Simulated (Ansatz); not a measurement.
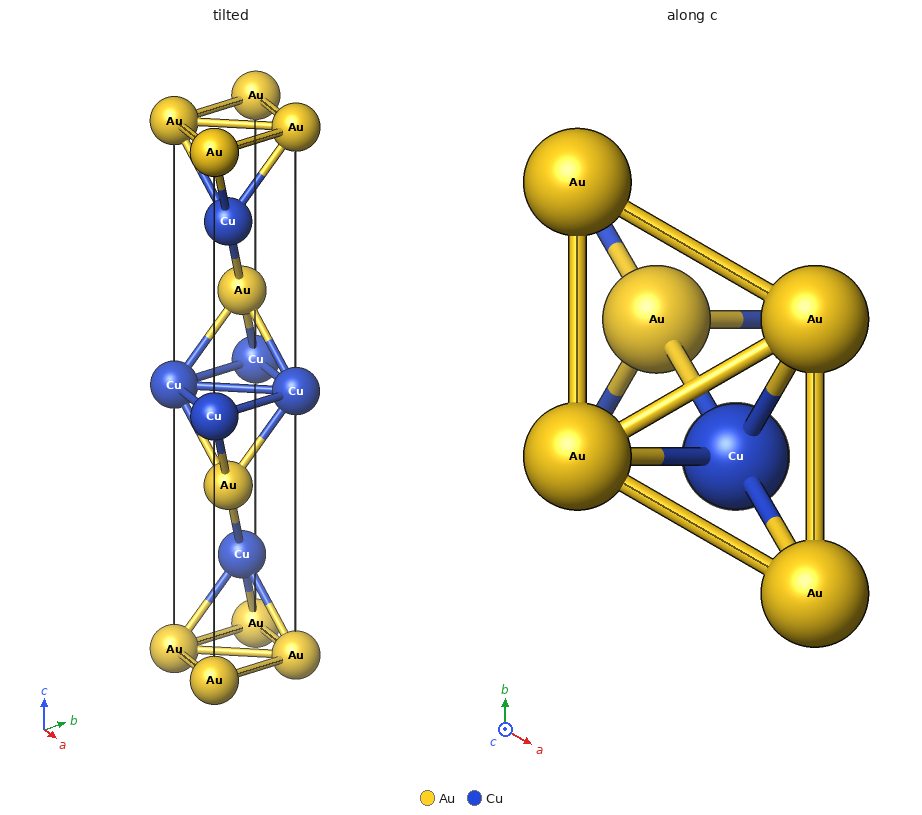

CuAu, space group R-3m (No. 166), a = 2.886 Å, b = 2.886 Å, c = 12.769 Å, α = 90.00°, β = 90.00°, γ = 120.00°. Crystal structure, ball-and-stick style, seen slightly off an axis and along the c axis. The conventional unit cell is outlined; an atom on or near a face, edge or corner is repeated at each equivalent position. This one geometry was run with four functionals. The cell is a structure listed in the Materials Project. It needn't be the stable form of this composition.

Alike in all runs: Ansatz 0.2.0; potentials Ansatz PAW; cutoff 420 eV; k mesh 6 × 6 × 6 on the run's cell of 2 atoms; occupations fermi-dirac, width 0.05 eV; no spin polarisation; no spin-orbit coupling. All runs are metallic.

```tsv
level	pressure (GPa)
PBEsol	-7.7
PBE0	-1.7
HSE06	-1.7
LDA	?
```

Question: What does LDA give?

Answer: Pressure -12.4 GPa. That is the lowest pressure of all.

Question: Order the levels by the equilibrium volume that these pressures point to, smallest first.

Answer: LDA (-12.4 GPa), PBEsol (-7.7 GPa), PBE0 and HSE06 (-1.7 GPa). A higher pressure at one volume points to a larger equilibrium volume, as long as the bulk moduli are alike; rows a few tenths of a GPa apart can't be told apart.

Notes on single rows: PBEsol, PBE0, HSE06 and LDA: the k mesh is coarse (spacing up to 0.43 Å⁻¹), so the values aren't converged; PBE0 and HSE06: the k mesh is coarse (spacing up to 0.43 Å⁻¹), so the values aren't converged, least of all with exact exchange.

Caveat: rows whose functional differs from that of their potentials carry a shift in pressure and volume, which can reorder them; spin-orbit coupling is left out, which matters for Au, if less for volumes and forces than for levels.
